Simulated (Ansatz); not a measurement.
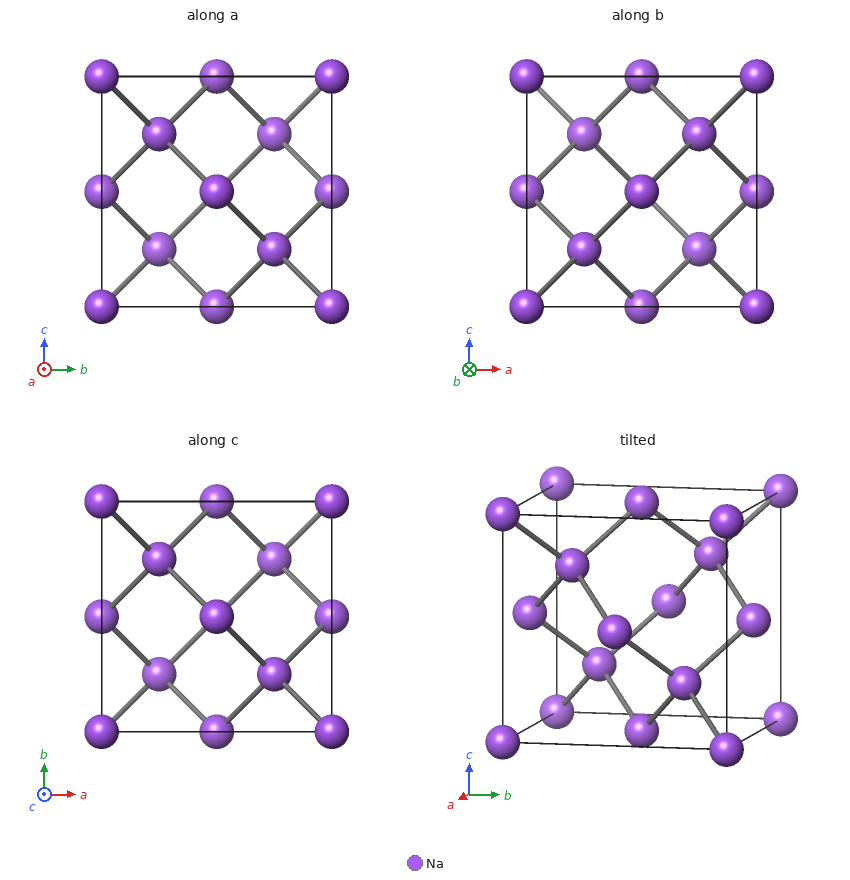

Ball-and-stick drawing of the structure, looking along the a axis, along the b axis, along the c axis and slightly off an axis. The edges of the conventional unit cell are marked.

Lattice parameters: a = 7.383 Å, b = 7.383 Å, c = 7.383 Å, α = 90.00°, β = 90.00°, γ = 90.00°. Put a along x and b in the xy plane.

**From the views, write a POSCAR file.**

```
Na
1.0
     7.383    0.000    0.000
     0.000    7.383    0.000
     0.000    0.000    7.383
Na
8
Direct
  0.7500 0.7500 0.2500
  0.0000 0.5000 0.5000
  0.7500 0.2500 0.7500
  0.0000 0.0000 0.0000
  0.2500 0.7500 0.7500
  0.5000 0.5000 0.0000
  0.2500 0.2500 0.2500
  0.5000 0.0000 0.5000
```

The structure comes from a structure type filled with this element by a generator (whether the element takes this form wasn't checked). Earlier steps of the study may have refined or changed the cell and positions. A calculation with Ansatz used it as input.
